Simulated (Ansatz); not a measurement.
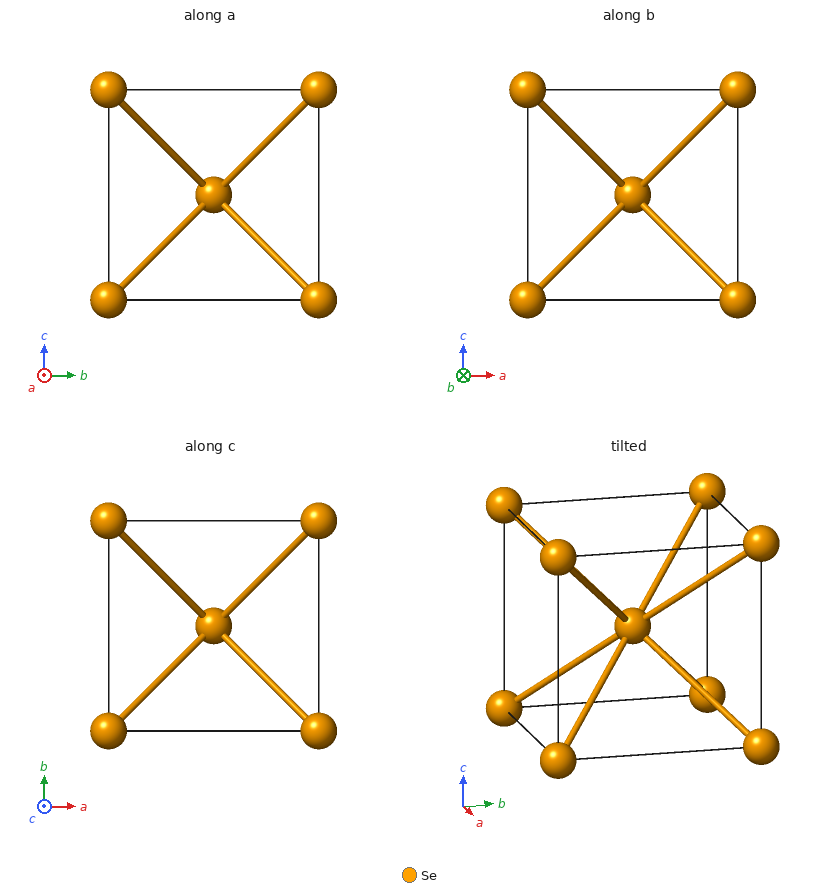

View along the a axis, along the b axis, along the c axis and slightly off an axis, drawn as a ball-and-stick model. The lines enclose the conventional unit cell; boundary atoms appear with their images.

Lattice parameters: a = 3.424 Å, b = 3.424 Å, c = 3.424 Å, α = 90.00°, β = 90.00°, γ = 90.00°.

> Put the structure into a table of Wyckoff sites.

Space group Im-3m (No. 229).
| atom | site | x | y | z |
| --- | --- | --- | --- | --- |
| Se | 2a | 0.0000 | 0.0000 | 0.0000 |

Source of the structure: a structure type filled with this element by a generator (whether the element takes this form wasn't checked). Earlier steps of the study may have refined or changed the cell and positions. It was the input of a calculation with Ansatz.
